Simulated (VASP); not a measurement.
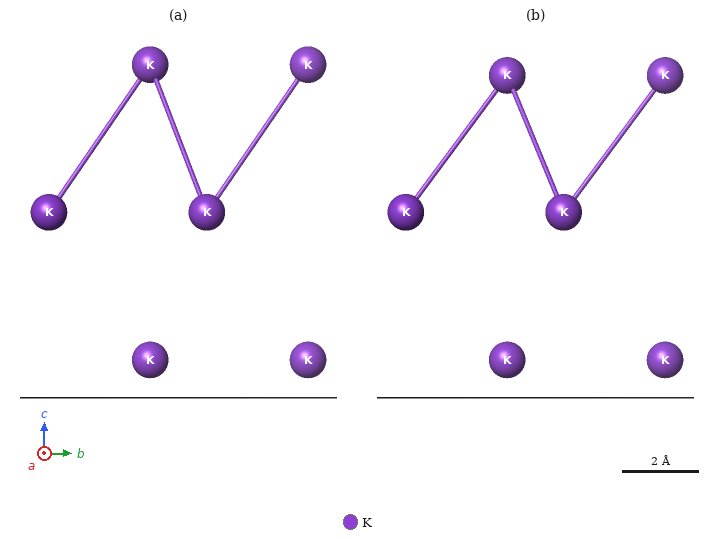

The structure of a slab of composition K before (left) and after (right) a relaxation, at one scale.

A ball-and-stick model of the 2 × 2 repeat of the cell, outlined in the plane, without the vacuum, seen along the a axis.

The run lets the atoms move in a fixed cell. 1 atoms are held fixed.

Method: Kohn-Sham DFT of a periodic cell, PBE with D3(BJ), VASP PAW PBE potentials, recommended in VASP 6.6.1.

The input:
```
ALGO = Normal
DIPOL = 0.5 0.5 0.500
EDIFF = 1E-7
EDIFFG = -0.01
ENCUT = 520
GGA = PE
IBRION = 2
IDIPOL = 3
ISIF = 2
ISMEAR = 0
IVDW = 12
LASPH = T
LCHARG = F
LDIPOL = T
LREAL = F
LWAVE = F
NELM = 80
NSW = 60
PREC = Accurate
SIGMA = 0.05
```

Run as
```bash
cat potpaw_PBE.64/K_sv/POTCAR > POTCAR
mpirun -np 1 vasp_std > vasp.out
```

### Summarise the run.

The run was cut off at its time limit before the relaxation converged, so the last structure is only a point on the way. After 6 geometry steps the energy has fallen by 7.9 meV per cell of the calculation. The largest force component goes from 0.063 to 0.073 eV/Å. The atom that moves furthest is a K atom (0.28 Å along the normal (−c)). The lattice vectors keep their values. Near-neighbour distances that change, for instance: K–K 4.744 → 4.516 Å. Bond angles that change, for instance: K–K–K 61.8° → 65.4°. It ran on 1 thread of AMD EPYC 7571, on a shared host.
